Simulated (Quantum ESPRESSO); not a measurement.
# MgO (Periclase): modes at Γ and the response to a field, part 2 of 5

Aim: the zone-centre modes of MgO (Periclase).

Quantum ESPRESSO 7.5; DFT PBE, scalar-relativistic, plane waves, GBRV ultrasoft pseudopotentials.

So far. Step 2 (A first look): A gap of 4.7 eV opens on this mesh, so the crystal is taken as an insulator; the start stands at 4.2 GPa. Step 4 (Ground state): The cell stands at -0.10 GPa, close enough for phonons.

The database entry behind the starting cell differs from later determinations by our own check (about 0.1 % long), so it need not match the best structure at ambient conditions.

### 5. Zone-centre response

At q = 0 one unit cell holds all displacements; symmetry groups them into irreducible representations that are solved one by one. The response to a field gives ε∞ and the Born charges, which polar modes need.

ph.in

```
phonons
 &inputph
    prefix='x',
    outdir='./tmp',
    fildyn='g.dyn',
    tr2_ph=1.0d-18,
    epsil=.true.,
 /
0.000000000000 0.000000000000 0.000000000000
```

Command:

```bash
$ OMP_NUM_THREADS=1 mpirun -n 4 ph.x -nk 4 -in ph.in > ph.out
```

The program printed:

```text
[banners, grids, parts of the stress and lines that vanish by symmetry left out]
[banner, memory and clock lines left out]
Program PHONON v.7.5

     ./tmp/x.save/

     IMPORTANT: XC functional enforced from input :
     Exchange-correlation= PBE
                           (   1   4   3   4   0   0   0)
     Any further DFT definition will be discarded
     Please, verify this is what you really want

     G-vector sticks info

     Check: negative core charge=   -0.000001
     Reading collected, re-writing distributed wavefunctions in ./tmp/

     Number and degeneracy of irreps per q-point
       N         xq(1)         xq(2)         xq(3)   N irreps
       1   0.000000000   0.000000000   0.000000000       2
        3   3

     Calculation of q =    0.0000000   0.0000000   0.0000000

     phonons

     bravais-lattice index     =            0
     lattice parameter (alat)  =       5.6858  a.u.
     unit-cell volume          =     129.9751 (a.u.)^3
     number of atoms/cell      =            2
     number of atomic types    =            2
     kinetic-energy cut-off    =      55.0000  Ry
     charge density cut-off    =     440.0000  Ry
     convergence threshold     =      1.0E-18
     beta                      =       0.7000
     number of iterations used =            4
     Exchange-correlation= PBE
                           (   1   4   3   4   0   0   0)

     celldm(1)=    5.68580  celldm(2)=    0.00000  celldm(3)=    0.00000
     celldm(4)=    0.00000  celldm(5)=    0.00000  celldm(6)=    0.00000

     crystal axes: (cart. coord. in units of alat)
               a(1) = ( -0.7071  0.0000  0.7071 )
               a(2) = (  0.0000  0.7071  0.7071 )
               a(3) = ( -0.7071  0.7071  0.0000 )

     reciprocal axes: (cart. coord. in units 2 pi/alat)
               b(1) = ( -0.7071 -0.7071  0.7071 )
               b(2) = (  0.7071  0.7071  0.7071 )
               b(3) = ( -0.7071  0.7071 -0.7071 )

     Atoms inside the unit cell:

     Cartesian axes

     site n.  atom      mass           positions (alat units)
        1  Mg     24.3050   tau(    1) = (    0.00000    0.00000    0.00000  )
        2  O      15.9990   tau(    2) = (   -0.70711    0.70711    0.70711  )

     Computing dynamical matrix for
                    q = (   0.0000000   0.0000000   0.0000000 )

     49 Sym.Ops. (with q -> -q+G )

     G cutoff =  360.3101  (  20179 G-vectors)     FFT grid: ( 40, 40, 40)
     G cutoff =  180.1551  (   7239 G-vectors)  smooth grid: ( 27, 27, 27)
     number of k points=    72
                       cart. coord. in units 2pi/alat
        k(    1) = (   0.0000000   0.0000000   0.0000000), wk =   0.0011574
        k(    2) = (  -0.0589256   0.0589256  -0.0589256), wk =   0.0092593
        k(    3) = (  -0.1178511   0.1178511  -0.1178511), wk =   0.0092593
        [... further k-points left out ...]

     PseudoPot. # 1 for Mg read from file:
     ./pseudo/Mg.upf
     Pseudo is Ultrasoft, Zval = 10.0
     Using radial grid of  821 points,  7 beta functions with:
                l(1) =   0
                l(2) =   0
                l(3) =   0
                l(4) =   1
                l(5) =   1
                l(6) =   2
                l(7) =   2
     Q(r) pseudized with  8 coefficients,  rinner =    1.200   1.200   1.200
                                                       1.200   1.200

     PseudoPot. # 2 for O  read from file:
     ./pseudo/O.upf
     Pseudo is Ultrasoft + core correction, Zval =  6.0
     Using radial grid of  737 points,  5 beta functions with:
                l(1) =   0
                l(2) =   0
                l(3) =   1
                l(4) =   1
                l(5) =   2
     Q(r) pseudized with  8 coefficients,  rinner =    0.900   0.900   0.900
                                                       0.900   0.900

     Mode symmetry, O_h (m-3m)  point group:

     Electric field:
     Dielectric constant
     Born effective charges as d Force / d E

     Atomic displacements:
     There are    2 irreducible representations

     Representation     1      3 modes -  To be done

     Representation     2      3 modes -  To be done

     Alpha used in Ewald sum =   2.8000

     Electric Fields Calculation

      iter #   1   av.it.:   6.2
      thresh= 1.000E-02 alpha_mix =  0.700 |ddv_scf|^2 =  2.013E-08

      iter #   2   av.it.:  11.5
      thresh= 1.419E-05 alpha_mix =  0.700 |ddv_scf|^2 =  1.328E-09

      iter #   3   av.it.:  10.8
      thresh= 3.644E-06 alpha_mix =  0.700 |ddv_scf|^2 =  6.682E-11

      iter #   4   av.it.:  10.5
      thresh= 8.175E-07 alpha_mix =  0.700 |ddv_scf|^2 =  2.708E-13

      iter #   5   av.it.:  11.8
      thresh= 5.204E-08 alpha_mix =  0.700 |ddv_scf|^2 =  6.335E-16

      iter #   6   av.it.:  11.3
      thresh= 2.517E-09 alpha_mix =  0.700 |ddv_scf|^2 =  1.274E-17

      iter #   7   av.it.:  11.7
      thresh= 3.569E-10 alpha_mix =  0.700 |ddv_scf|^2 =  4.172E-19

     End of electric fields calculation

          Dielectric constant in cartesian axis

          (       3.239002207      -0.000000000       0.000000000 )
          (      -0.000000000       3.239002207      -0.000000000 )
          (      -0.000000000      -0.000000000       3.239002207 )

          Effective charges (d Force / dE) in cartesian axis without acoustic sum rule applied (asr)

           atom    1  Mg    Mean Z*:        2.00186
      Ex  (        2.00186       -0.00000        0.00000 )
      Ey  (       -0.00000        2.00186       -0.00000 )
      Ez  (        0.00000       -0.00000        2.00186 )
           atom    2  O     Mean Z*:       -1.99987
      Ex  (       -1.99987       -0.00000       -0.00000 )
      Ey  (       -0.00000       -1.99987        0.00000 )
      Ez  (        0.00000        0.00000       -1.99987 )

          Effective charges Sum: Mean:        0.00198
              0.00198       -0.00000        0.00000
             -0.00000        0.00198       -0.00000
             -0.00000       -0.00000        0.00198

          Effective charges (d Force / dE) in cartesian axis with asr applied:
           atom    1  Mg    Mean Z*:        2.00086
      E*x (        2.00086        0.00000        0.00000 )
      E*y (        0.00000        2.00086       -0.00000 )
      E*z (        0.00000       -0.00000        2.00086 )
           atom    2  O     Mean Z*:       -2.00086
      E*x (       -2.00086       -0.00000       -0.00000 )
      E*y (       -0.00000       -2.00086        0.00000 )
      E*z (       -0.00000        0.00000       -2.00086 )

     Representation #   1 modes #   1   2   3

     Self-consistent Calculation

      iter #   1   av.it.:   6.8
      thresh= 1.000E-02 alpha_mix =  0.700 |ddv_scf|^2 =  7.981E-07

      iter #   2   av.it.:  11.7
      thresh= 8.934E-05 alpha_mix =  0.700 |ddv_scf|^2 =  2.103E-09

      iter #   3   av.it.:  11.8
      thresh= 4.586E-06 alpha_mix =  0.700 |ddv_scf|^2 =  2.864E-11

      iter #   4   av.it.:  11.5
      thresh= 5.351E-07 alpha_mix =  0.700 |ddv_scf|^2 =  1.877E-13

      iter #   5   av.it.:  11.9
      thresh= 4.333E-08 alpha_mix =  0.700 |ddv_scf|^2 =  3.564E-15

      iter #   6   av.it.:  12.0
      thresh= 5.970E-09 alpha_mix =  0.700 |ddv_scf|^2 =  3.319E-17

      iter #   7   av.it.:  11.4
      thresh= 5.761E-10 alpha_mix =  0.700 |ddv_scf|^2 =  1.729E-18

      iter #   8   av.it.:  12.3
      thresh= 1.315E-10 alpha_mix =  0.700 |ddv_scf|^2 =  2.463E-21

     End of self-consistent calculation

     Convergence has been achieved

     Representation #   2 modes #   4   5   6

     Self-consistent Calculation

      iter #   1   av.it.:   7.7
      thresh= 1.000E-02 alpha_mix =  0.700 |ddv_scf|^2 =  3.292E-06

      iter #   2   av.it.:  12.1
      thresh= 1.814E-04 alpha_mix =  0.700 |ddv_scf|^2 =  3.419E-08

      iter #   3   av.it.:  12.6
      thresh= 1.849E-05 alpha_mix =  0.700 |ddv_scf|^2 =  6.882E-10

      iter #   4   av.it.:  11.8
      thresh= 2.623E-06 alpha_mix =  0.700 |ddv_scf|^2 =  4.242E-11

      iter #   5   av.it.:  11.5
      thresh= 6.513E-07 alpha_mix =  0.700 |ddv_scf|^2 =  1.716E-13

      iter #   6   av.it.:  12.7
      thresh= 4.142E-08 alpha_mix =  0.700 |ddv_scf|^2 =  3.246E-16

      iter #   7   av.it.:  11.2
      thresh= 1.802E-09 alpha_mix =  0.700 |ddv_scf|^2 =  3.150E-17

      iter #   8   av.it.:  12.0
      thresh= 5.613E-10 alpha_mix =  0.700 |ddv_scf|^2 =  5.389E-20

     End of self-consistent calculation

     Convergence has been achieved

     Number of q in the star =    1
     List of q in the star:
          1   0.000000000   0.000000000   0.000000000

          Dielectric constant in cartesian axis

          (       3.239002207      -0.000000000       0.000000000 )
          (      -0.000000000       3.239002207      -0.000000000 )
          (      -0.000000000      -0.000000000       3.239002207 )

          Effective charges (d Force / dE) in cartesian axis without acoustic sum rule applied (asr)

           atom    1  Mg    Mean Z*:        2.00186
      Ex  (        2.00186       -0.00000        0.00000 )
      Ey  (       -0.00000        2.00186       -0.00000 )
      Ez  (        0.00000       -0.00000        2.00186 )
           atom    2  O     Mean Z*:       -1.99987
      Ex  (       -1.99987       -0.00000       -0.00000 )
      Ey  (       -0.00000       -1.99987        0.00000 )
      Ez  (        0.00000        0.00000       -1.99987 )

          Effective charges Sum: Mean:        0.00198
              0.00198       -0.00000        0.00000
             -0.00000        0.00198       -0.00000
             -0.00000       -0.00000        0.00198

          Effective charges (d Force / dE) in cartesian axis with asr applied:
           atom    1  Mg    Mean Z*:        2.00086
      E*x (        2.00086        0.00000        0.00000 )
      E*y (        0.00000        2.00086       -0.00000 )
      E*z (        0.00000       -0.00000        2.00086 )
           atom    2  O     Mean Z*:       -2.00086
      E*x (       -2.00086       -0.00000       -0.00000 )
      E*y (       -0.00000       -2.00086        0.00000 )
      E*z (       -0.00000        0.00000       -2.00086 )

     Diagonalizing the dynamical matrix

     q = (    0.000000000   0.000000000   0.000000000 )

 **************************************************************************
     freq (    1) =      -0.232218 [THz] =      -7.745956 [cm-1]
     freq (    2) =      -0.232218 [THz] =      -7.745956 [cm-1]
     freq (    3) =      -0.232218 [THz] =      -7.745956 [cm-1]
     freq (    4) =      10.967239 [THz] =     365.827707 [cm-1]
     freq (    5) =      10.967239 [THz] =     365.827707 [cm-1]
     freq (    6) =      10.967239 [THz] =     365.827707 [cm-1]
 **************************************************************************

     Mode symmetry, O_h (m-3m)  point group:

     freq (   1-   3) =         -7.7  [cm-1]   --> T_1u G_15  G_4- I
     freq (   4-   6) =        365.8  [cm-1]   --> T_1u G_15  G_4- I
```

Run time: 45 s. Hardware: 4 MPI ranks of Intel Xeon Gold 6455B (Sapphire Rapids), shared host; 2.9 min of CPU time.

Numbers from this step:

```yaml
miss_of_the_charge_sum_rule: 0.001990 e
largest_acoustic_frequency_at_the_zone_centre_before_the_sum_rule: -7.75 cm⁻¹
highest_optical_zone_centre_mode_no_lo_to_term: 365.8 cm⁻¹
lowest_optical_zone_centre_mode: 365.8 cm⁻¹
mean_high_frequency_dielectric_constant: 3.239
largest_born_charge_in_size_third_of_the_trace: 2.002 e
```

Born charge (rows field, columns displacement), before the sum rule (e), principal values of the symmetric part by kind of site:

```
atom  atoms with these values    low  middle   high   mean
 Mg1                        1   2.00    2.00   2.00   2.00
  O2                        1  -2.00   -2.00  -2.00  -2.00
```

In full for O2:

```
-2.00  0.00  0.00
 0.00 -2.00  0.00
 0.00  0.00 -2.00
```

High-frequency dielectric tensor:

```
3.24 0.00 0.00
0.00 3.24 0.00
0.00 0.00 3.24
```

The acoustic modes at Γ come out as far as 7.8 cm⁻¹ from zero, where they should vanish, a small numerical error; the Born charges miss their sum rule by 0.0020 e, which is good.

### 6. Modes with the sum rule

A rigid shift of the crystal must cost nothing, but grids and finite bases break this; the acoustic sum rule is imposed before the matrix is diagonalised again. With Born charges the intensities follow, and the static dielectric tensor.

dynmat.in

```
 &input
    fildyn='g.dyn',
    asr='simple',
    fileig='dynmat.eig',
    lperm=.true.,
 /
```

Command:

```bash
$ dynmat.x -in dynmat.in > dynmat.out
```

The program printed:

```text
[banner, memory and clock lines left out]
Program DYNMAT v.7.5

     Reading Dynamical Matrix from file g.dyn
     ...Force constants read
     ...epsilon and Z* read
     A direction for q was not specified:TO-LO splitting will be absent

     Polarizability (A^3 units)
     multiply by 0.572628 for Clausius-Mossotti correction
         3.431693   -0.000000   -0.000000
        -0.000000    3.431693   -0.000000
         0.000000   -0.000000    3.431693

     IR activities are in (D/A)^2/amu units

# mode   [cm-1]    [THz]      IR
    1     -0.00   -0.0000    0.0000
    2     -0.00   -0.0000    0.0000
    3      0.00    0.0000    0.0000
    4    365.90   10.9695    9.5733
    5    365.90   10.9695    9.5733
    6    365.90   10.9695    9.5733

Electronic dielectric permittivity tensor (relative, adimensional)
         3.239002   -0.000000   -0.000000
        -0.000000    3.239002   -0.000000
         0.000000   -0.000000    3.239002

 ... with zone-center polar mode contributions
        11.157089    0.000000    0.000000
         0.000000   11.157089    0.000000
         0.000000    0.000000   11.157089
```

Elapsed: 0.72 s, on 1 thread.

Numbers from this step:

| Item | Value |
| --- | --- |
| highest optical zone-centre mode (no LO-TO term) | 365.9 cm⁻¹ |
| lowest optical zone-centre mode | 365.9 cm⁻¹ |
| mean static dielectric constant | 11.16 |

Unit eigenvectors of the mass-weighted matrix after the sum rule; no LO-TO term. Modes at Γ, with each element's share of the kinetic energy:

```
mode  frequency (cm⁻¹)  symmetry  Mg %  O %
   1               0.0  acoustic    60   40
   2               0.0  acoustic    60   40
   3               0.0  acoustic    60   40
   4             365.9       T1u    40   60
   5             365.9       T1u    40   60
   6             365.9       T1u    40   60
```

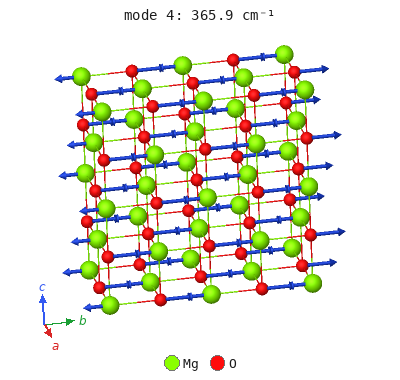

Displacement patterns of mode 4 at Γ; arrows are exaggerated. 1×2×2 conventional cells are drawn. Some periodic images of atoms are drawn too.

Degenerate modes summed, no LO-TO term. Lines of the infrared spectrum (strongest = 100):

```
position (cm⁻¹)  lines merged  label  IR intensity, relative
            366             3    T1u                     100
```

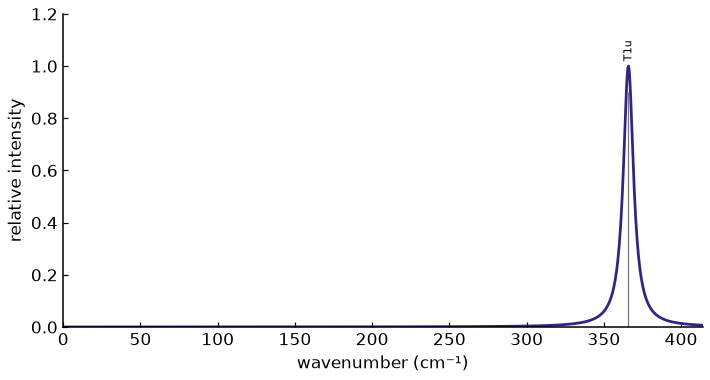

The infrared spectrum, broadened with Lorentzians of width 8 cm⁻¹; bars mark the lines.

Static dielectric tensor (ions relaxed, fixed cell):

```
11.16  0.00  0.00
 0.00 11.16  0.00
 0.00  0.00 11.16
```

The rule moves no optical mode by more than 0.1 cm⁻¹.

[end of part 2 of 5]

[Host names and launcher messages were left out of these logs when they were recorded.]

[Logs are printed without paths, hosts, clocks, repeated set-up lines and the standing remarks that a program may print on its own settings, such as how far it seeks lower states.]

[Hosts, paths, dates, database ids (printed as entryN), source tags and the programs' standing remarks are cut or masked in the printed files.]
